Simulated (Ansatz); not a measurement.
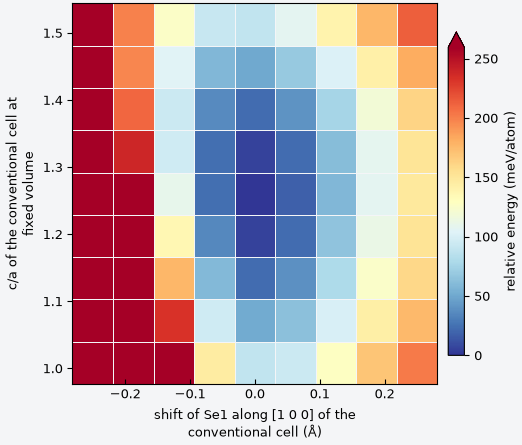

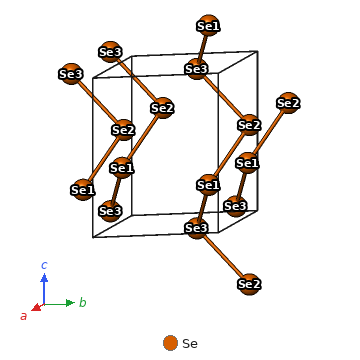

Energy landscape of Se (P3_121, No. 152; 3 atoms in the cell). The energy is mapped over a free internal coordinate and the cell. The first coordinate is: shift of Se1 along [1 0 0] of the conventional cell, Cartesian (1 0 0), its symmetry partners moved as symmetry demands (measured in the relaxed cell); the second: c/a of the conventional cell at fixed volume. Nothing is relaxed (all other coordinates fixed). Grid: 9 × 9 points. Points are written as (first, second). Energies: meV/atom, counted from the lowest grid point. The band gap closes in part of the range. Method: DFT PBE+D3(BJ), scalar-relativistic, plane waves, PAW (Ansatz 0.2.0). Settings: cutoff 420 eV, k-mesh 9×9×8 in the order of the run's cell vectors, gaussian smearing 0.05 eV, no spin polarisation.

In the figure: one coloured cell a grid point, one colour for all values above the top of the scale. The second picture is the structure at the lowest point

Question: What does the map say about the system?

Answer: The lowest grid point is at (0.000 Å, 1.260). It is the only kind of minimum in the scanned range. The highest grid point, (−0.250 Å, 1.008), lies 1123 meV/atom above the lowest. Round the minimum the two coordinates are weakly coupled (coupling 0.11 in units of the two stiffnesses).

The values on the grid:

```csv
"second ↓, first →",−0.250,−0.188,−0.125,−0.062,0.000,0.062,0.125,0.188,0.250
1.513,317,199,126,92,89,107,139,177,213
1.450,345,198,105,59,50,68,102,143,182
1.387,394,211,94,36,23,40,76,120,162
1.323,466,239,96,24,6,23,61,108,152
1.260,558,281,110,24,0,17,58,107,148
1.197,669,338,137,35,6,23,65,112,152
1.134,797,411,177,59,23,39,80,125,160
1.071,947,501,232,96,51,63,100,143,176
1.008,1123,611,303,145,89,94,128,170,202
```

The whole map (81 points run) took 4.7 min on 1 thread of AMD EPYC 9R45 96-Core Processor (Zen 5), with other jobs on the host.
